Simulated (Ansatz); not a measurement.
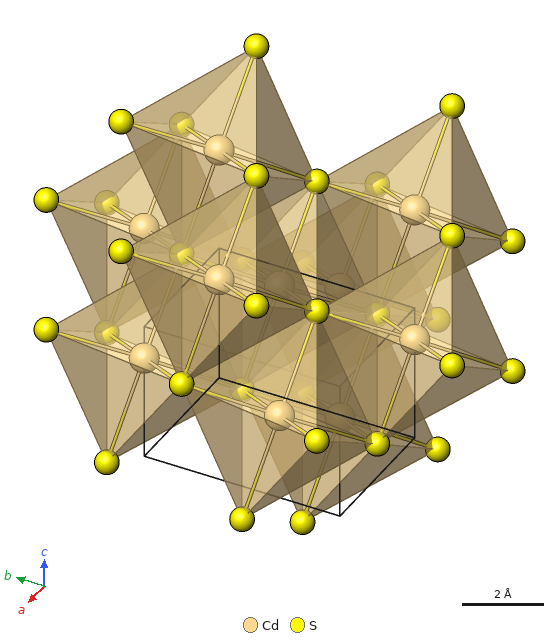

Reference structure: a symmetric starting cell of CdS. The picture is a polyhedral view of the cell of the calculation, repeated 1 × 1 × 2 with one cell outlined, seen from a free direction.

These are results of DFT r2SCAN, scalar-relativistic, plane waves, PAW (Ansatz 0.2.0), not measurements. Settings: plane-wave cutoff 500 eV; k-point mesh 10 × 8 × 10; occupations gaussian; smearing width 0.05 eV; no spin polarisation.

The variant: All lengths are scaled by −2.4 % (volume −6.9 %), the atoms keeping their fractional coordinates. No relaxation follows. The starting cell wasn't computed here and needn't be at equilibrium, so pressure and forces aren't due to the change alone.

The input:
```yaml
crystal:
  lattice:
    - [3.806276973, 0.0, 0.0]
    - [0.0, 5.3812003291, 0.0]
    - [0.0, 0.0, 3.8059528214]
  atoms:
    - { symbol: Cd, position: [0.5, 0.5, 0.243026] }
    - { symbol: Cd, position: [0.0, 0.0, 0.756974] }
    - { symbol: S, position: [0.5, 0.0, 0.255163] }
    - { symbol: S, position: [0.0, 0.5, 0.744837] }
basis:
  ecutwfc: 500
kpoints:
  mp_grid: { grid: [10, 8, 10] }
hamiltonian:
  xc: r2scan
scf:
  occupations: { method: gaussian, width: 0.05 }
output:
  forces: true
  stress: true
  eigenvalues: true
  populations: true
```

Question: Predict the response.

Answer: Some distances before and after: Cd–S 2.756 → 2.686 to 2.696 Å. The space group stays Pmmn (No. 59). The pressure is 3.6 GPa (not all of it need come from the change, since the unchanged cell can be under pressure at this level too). The largest forces, 0.029 eV/Å, act on Cd1 and Cd2.

The changed structure in the same view:

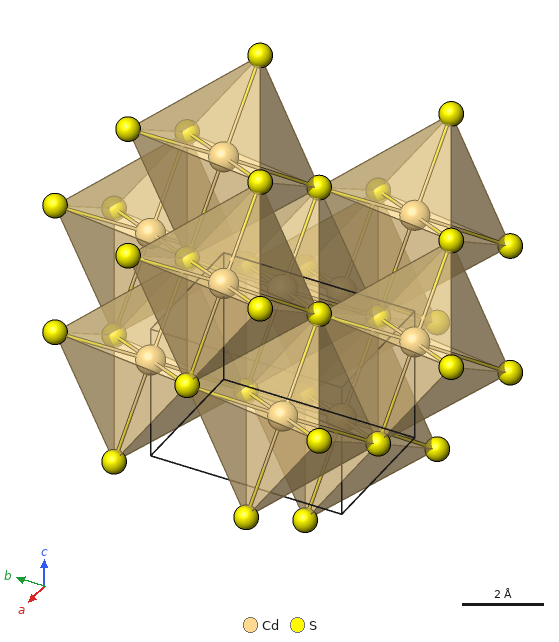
